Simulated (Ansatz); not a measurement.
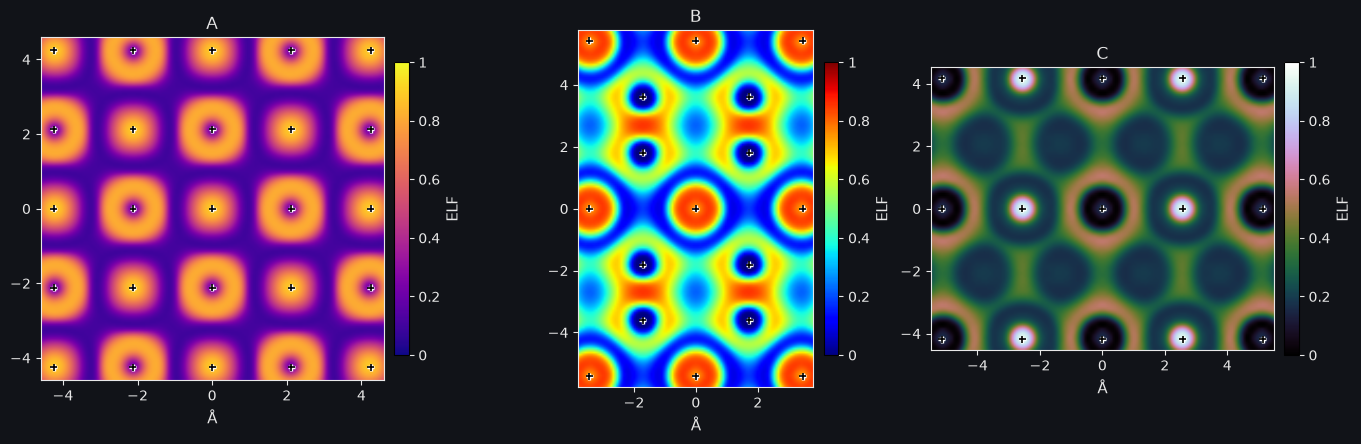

The ELF of 3 systems, each on a plane through atoms (crosses mark nuclei in the plane).

All numbers below come from DFT PBEsol, scalar-relativistic, plane waves, PAW in Ansatz 0.2.0.

System 1: HfB$_{2}$, the (110) plane of the conventional cell. Space group P6/mmm.

```yaml
crystal:
  lattice:
    - [3.12772, 0.00000, 0.00000]
    - [-1.56386, 2.70869, 0.00000]
    - [0.00000, 0.00000, 3.44634]
  atoms:
    - { symbol: Hf, position: [0.00000, 0.00000, 0.00000] }
    - { symbol: B, position: [0.33333, 0.66667, 0.50000] }
    - { symbol: B, position: [0.66667, 0.33333, 0.50000] }
```

System 2: AlCu$_{3}$, the (100) plane of the conventional cell. Space group P6₃/mmc; a structure from a database of computed crystals, not necessarily the ambient phase; computed without spin polarisation.

```cif
data_structure
_symmetry_space_group_name_H-M 'P 1'
_symmetry_Int_Tables_number 1
_cell_length_a 5.1407
_cell_length_b 5.1407
_cell_length_c 4.1788
_cell_angle_alpha 90.000
_cell_angle_beta 90.000
_cell_angle_gamma 120.000
_cell_volume 95.64
loop_
_atom_site_label
_atom_site_type_symbol
_atom_site_fract_x
_atom_site_fract_y
_atom_site_fract_z
_atom_site_occupancy
Al1 Al 0.66667 0.33333 0.25000 1
Al2 Al 0.33333 0.66667 0.75000 1
Cu1 Cu 0.33062 0.16531 0.75000 1
Cu2 Cu 0.83469 0.16531 0.75000 1
Cu3 Cu 0.83469 0.66938 0.75000 1
Cu4 Cu 0.66938 0.83469 0.25000 1
Cu5 Cu 0.16531 0.83469 0.25000 1
Cu6 Cu 0.16531 0.33062 0.25000 1
```

System 3: FeO, the (001) plane of the conventional cell. Space group Fm-3m; spin-polarised.

**Which map belongs to which system?**

Panel A is system 3, FeO: the plane holds Fe and O. Fe–O (2.12 Å): the ELF peaks at about 0.80 in the valence shell of O, 0.6 Å from its nucleus, and is about 0.15 at the midpoint; no localised pair shows between them. Panel B is system 1, HfB$_{2}$: the plane holds Hf and B. B–B (1.81 Å): the ELF peaks at about 0.85 between the atoms. Panel C is system 2, AlCu$_{3}$: the plane holds Al and Cu. Al–Cu (2.57 Å): the ELF is about 0.40 at the midpoint.
